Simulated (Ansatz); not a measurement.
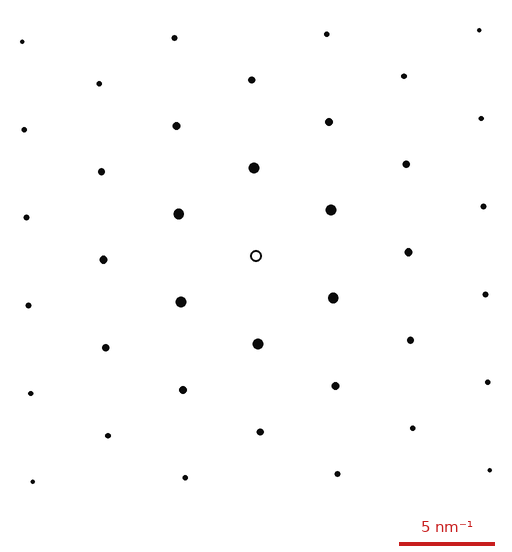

The pattern is a kinematic simulation for 120 kV electrons (no multiple scattering; isotropic B = 1 Å²).

Phase: Ir, space group Im-3m (No. 229), a = 3.05 Å. Structure: the input geometry of an electronic-structure calculation (not necessarily at equilibrium); the starting structure was generated, so it need not be a known form of this composition.

### Which low-index zone axis gives this pattern?

The spots form a hexagonal net with both shortest vectors at d = 2.16 Å, 60.0° apart. They index as -1 1 0 and -1 0 1, so the zone axis is [111] (or an equivalent direction of <111>).

### List the strongest reflections.

Strongest reflections with d > 0.80 Å, one of each family (|F|² from tabulated Gaussian fits of the electron scattering factors, times a small damping for the curvature of the Ewald sphere):

```
    hkl  d (Å)  I (strongest = 100)
 1 0 -1  2.155                  100
2 -1 -1  1.244                   29
 2 0 -2  1.078                   19
3 -1 -2  0.815                    7
```
